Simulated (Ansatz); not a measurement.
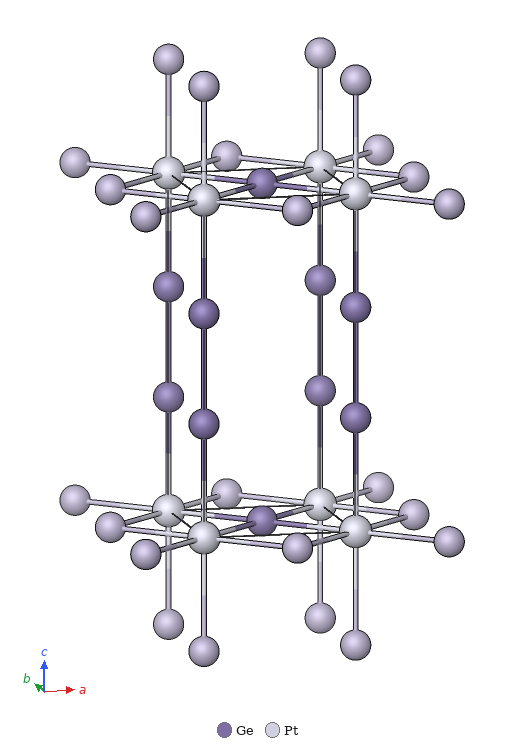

This ball-and-stick model is shown slightly off an axis. The conventional unit cell is drawn as a box. Bonded atoms from the next cells complete the picture, in fainter colours. Cell: a = 3.51 Å, b = 3.51 Å, c = 7.73 Å, α = 90.00°, β = 90.00°, γ = 90.00°.

The initial geometry was a random cell made by a generator, so it need not be a real form of the compound. Earlier steps of the study may have refined or changed the cell and positions. It was run through Ansatz as a DFT input.

What can be read from this drawing?

Answer. The material is Ge$_{3}$Pt. It is primitive tetragonal, space group P4/mmm (No. 123). Cell content: 3 Ge, 1 Pt, that is 1 formula unit. Pt bonds to six Ge in an octahedral arrangement at about 2.5 to 2.6 Å. Ge takes two kinds of site: 2g with one Ge and one Pt in a linear arrangement (about 2.5 Å to Ge, 2.6 Å to Pt); 1c with four Pt in a square planar arrangement at about 2.5 Å. The bonds build a three-dimensional framework.

Method used: DFT PBE, scalar-relativistic, plane waves, PAW in Ansatz 0.2.0. It ran with a kinetic-energy cutoff of 420 eV, Brillouin-zone sampling on a 14×14×6 mesh, Gaussian smearing of 0.1 eV, no spin polarisation.

Is it conducting or gapped at this level?

Answer. A metal: bands cross the Fermi level.

What net charge does each kind of atom have (Bader)?

Answer. Ge +0.10 to +0.63 e; Pt -0.82 e.

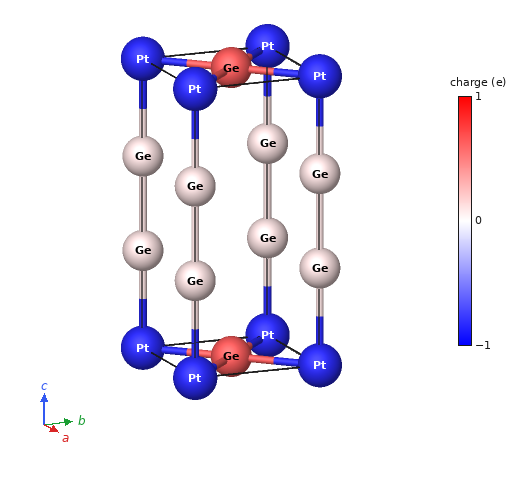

The atoms coloured by those charges. The run's cell of 4 atoms is drawn.

Can this geometry be taken as optimised?

Answer. Yes. All forces vanish to within 0.01 eV/Å. The pressure is 0.0 GPa, close to zero.
